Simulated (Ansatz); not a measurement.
AlCo₃

```yaml
crystal:
  lattice:
    - [3.24697, 0.00000, 0.00000]
    - [0.00000, 3.24697, 0.00000]
    - [0.00000, 0.00000, 3.52932]
  atoms:
    - { symbol: Al, position: [0.00000, 0.00000, 0.00000] }
    - { symbol: Co, position: [0.50000, 0.50000, 0.00000] }
    - { symbol: Co, position: [0.50000, 0.00000, 0.50000] }
    - { symbol: Co, position: [0.00000, 0.50000, 0.50000] }
```

Space group P4/mmm; a structure from a database of computed crystals, not necessarily the ambient phase; changed on purpose from its base cell (strain -0.080 along x and y, +0.000 along z, atoms carried along); computed pressure about 43 GPa in this cell; spin-polarised.

The calculation used DFT PBEsol, scalar-relativistic, plane waves, PAW (Ansatz).

**What can the converged valence pseudo-density, electron localisation function and spin density tell about the bonding?**

Al–Co (2.40 Å): ρ is about 0.38 e/Å³ halfway; the ELF is about 0.35 at the midpoint.
The spin density sits on Co: +0.4 μB (×2) in one cell of 4 atoms, with smaller moments on other sites: Co (up to +0.10 μB): parallel main moments (a ferromagnetic arrangement) in this solution. The cell of the calculation (4 atoms) carries 0.9 μB of net spin moment.

**Does the calculation give a band gap?**

It is metallic or semimetallic at this level of theory: no gap opens.

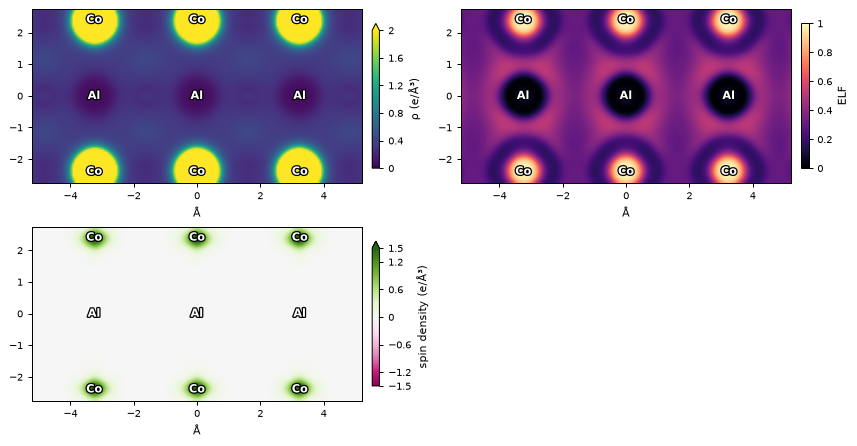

Computed valence pseudo-density, electron localisation function and spin density on the (011) plane of the conventional cell, in this order. 
